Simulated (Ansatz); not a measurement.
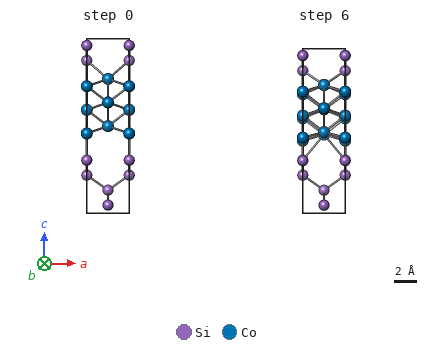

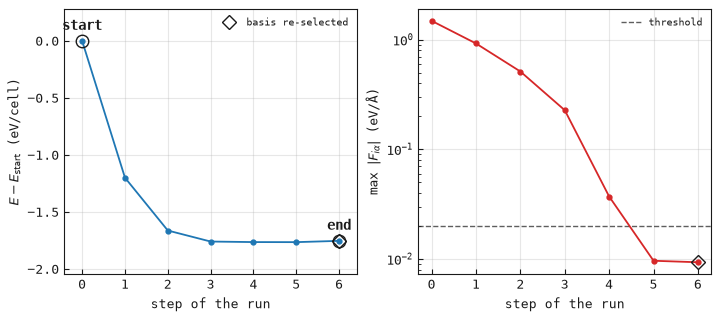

First and last geometry of a relaxation of an interface cell of composition Co3Si2, with the history of the run. Style: ball-and-stick. Shown: the cell of the calculation (origin shifted), along the b axis.

Case: film shifted by (0, 0) in the plane.

These are results of Ansatz, DFT PBE, scalar-relativistic, plane waves, PAW, not measurements.

Input
```yaml
crystal:
  lattice:
    - [3.8679403894, 0.0, 0.0]
    - [0.0, 7.7358807789, 0.0]
    - [0.0, 0.0, 15.9211554606]
  atoms:
    - { symbol: Si, position: [0.0, 0.25, 0.0314047558] }
    - { symbol: Si, position: [0.0, 0.75, 0.0314047558] }
    - { symbol: Si, position: [0.0, 0.0, 0.1172982353] }
    - { symbol: Si, position: [0.0, 0.5, 0.1172982353] }
    - { symbol: Si, position: [-0.5, 0.0, 0.2031917147] }
    - { symbol: Si, position: [-0.5, 0.5, 0.2031917147] }
    - { symbol: Si, position: [-0.5, -0.25, 0.2890851942] }
    - { symbol: Si, position: [-0.5, 0.25, 0.2890851942] }
    - { symbol: Si, position: [-1.0, -0.25, 0.3749786736] }
    - { symbol: Si, position: [-1.0, 0.25, 0.3749786736] }
    - { symbol: Si, position: [-1.0, -0.5, 0.4608721531] }
    - { symbol: Si, position: [-1.0, 0.0, 0.4608721531] }
    - { symbol: Co, position: [-1.0, 0.0, 0.6134992665], spin: 1.82 }
    - { symbol: Co, position: [-1.0, -0.3333333333, 0.6134992665], spin: 1.82 }
    - { symbol: Co, position: [-1.0, 0.3333333333, 0.6134992665], spin: 1.82 }
    - { symbol: Co, position: [-0.5, 0.1666675172, 0.6556766087], spin: 1.82 }
    - { symbol: Co, position: [-0.5, -0.1666658161, 0.6556766087], spin: 1.82 }
    - { symbol: Co, position: [-0.5, 0.5000008506, 0.6556766087], spin: 1.82 }
    - { symbol: Co, position: [-1.0, 0.1665181152, 0.7486033503], spin: 1.82 }
    - { symbol: Co, position: [-1.0, -0.1668152181, 0.7486033503], spin: 1.82 }
    - { symbol: Co, position: [-1.0, 0.4998514485, 0.7486033503], spin: 1.82 }
    - { symbol: Co, position: [-0.5, 0.3331856324, 0.7907806924], spin: 1.82 }
    - { symbol: Co, position: [-0.5, -0.0001477009, 0.7907806924], spin: 1.82 }
    - { symbol: Co, position: [-0.5, 0.6665189658, 0.7907806924], spin: 1.82 }
    - { symbol: Co, position: [-1.0, 0.3330362304, 0.883707434], spin: 1.82 }
    - { symbol: Co, position: [-1.0, -0.0002971029, 0.883707434], spin: 1.82 }
    - { symbol: Co, position: [-1.0, 0.6663695637, 0.883707434], spin: 1.82 }
    - { symbol: Co, position: [-0.5, 0.4997037476, 0.9258847762], spin: 1.82 }
    - { symbol: Co, position: [-0.5, 0.1663704143, 0.9258847762], spin: 1.82 }
    - { symbol: Co, position: [-0.5, 0.833037081, 0.9258847762], spin: 1.82 }
basis:
  ecutwfc: 420
kpoints:
  mp_grid: { grid: [9, 5, 2] }
hamiltonian:
  xc: pbe
scf:
  occupations: { method: gaussian, width: 0.1 }
output:
  forces: true
  stress: true
  eigenvalues: true
  populations: true
  write_density: true
  write_potential: true
  elf: true
  volumetric_format: npy
magnetization:
  spin_polarized: true
relax:
  adjacent_minimum: "off"
  f_tol: 0.02
  max_steps: 70
  cell: { fix: [a, b, gamma, alpha, beta], stress_tol: 0.15 }
```

Launched with:
```bash
ansatz run input.yaml --threads 8 --pin off --max-ram 20480MiB --backend cpu --events-out ev --progress --plain --runs-dir out
```

What do the curves and the structures tell?

Answer. It converged. Co18 moves most relative to the cell: 0.33 Å along −c. By element the largest moves are Co 0.33 Å, Si 0.28 Å. The drawn cell changes as follows: a unchanged at 3.868 Å, b unchanged at 7.736 Å, c 15.921 → 15.023 Å (−5.6 %); the volume changes by −5.6 %. Near-neighbour distances that change, for instance: Si11–Co18 3.655 → 3.020 Å, Si11–Co14 2.751 → 2.254 Å, Si12–Co14 3.543 → 3.072 Å, Si1–Co26 3.046 → 2.722 Å. Among the angles between lasting bonds that change: Co14–Si11–Co15 55.9° → 76.7°, Co29–Si1–Co29 94.1° → 106.9°, Si9–Si11–Co15 153.2° → 163.9°. After 5 accepted moves (6 points after the start) the energy has fallen by 1.753 eV per cell of the calculation. The largest force component goes from 1.5 to 0.0093 eV/Å. Pressure: −3.60 GPa at the start and −0.44 GPa at the end. At 1 point the geometry stayed and the basis and grid were re-selected for the new cell (energy shift of 11.2 meV per cell of the calculation at most each time). Cost: 36 min on 8 threads of Arm Neoverse V2 (shared host), peak memory 7.3 GiB.
